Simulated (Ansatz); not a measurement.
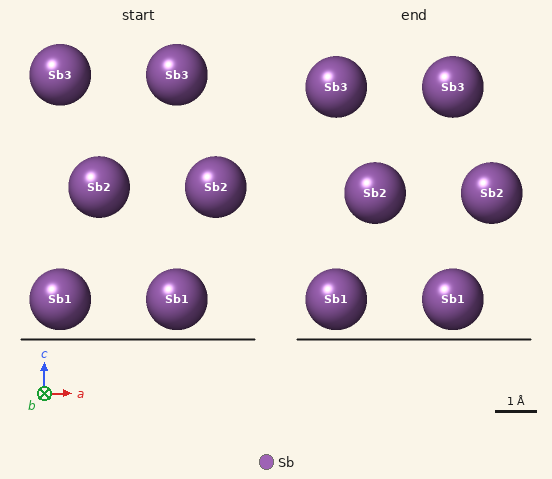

The structure of a slab of composition Sb (cut from the P6_3/mmc phase) before (left) and after (right) a constrained relaxation, at one scale.

A spheres-only model of the 2 × 2 repeat of the cell, outlined in the plane, without the vacuum, seen along the b axis.

Case: clean slab, lower half held. The slab is the (0 0 1) face of Sb. 1 atoms are held fixed.

The calculation used DFT r2SCAN, scalar-relativistic, plane waves, PAW (Ansatz 0.2.0). Set-up: plane-wave cutoff 500 eV; k-point mesh 9 × 9 × 1; occupations gaussian; smearing width 0.1 eV; no spin polarisation; dipole correction; atoms relaxed in a fixed cell; force threshold 0.03 eV/Å; at most 70 steps.

Describe what moved and what it gained.

The largest move is that of Sb3, 0.30 Å along the normal (−c). The cell doesn't change. Among the contacts that change: Sb2–Sb3 3.397 → 3.272 Å, Sb1–Sb2 3.397 → 3.275 Å. Over 3 geometry steps the energy falls by 58.8 meV per cell of the calculation. The largest force component goes from 0.36 to 0.0018 eV/Å. The run took of the order of 70 core-seconds on a shared host.
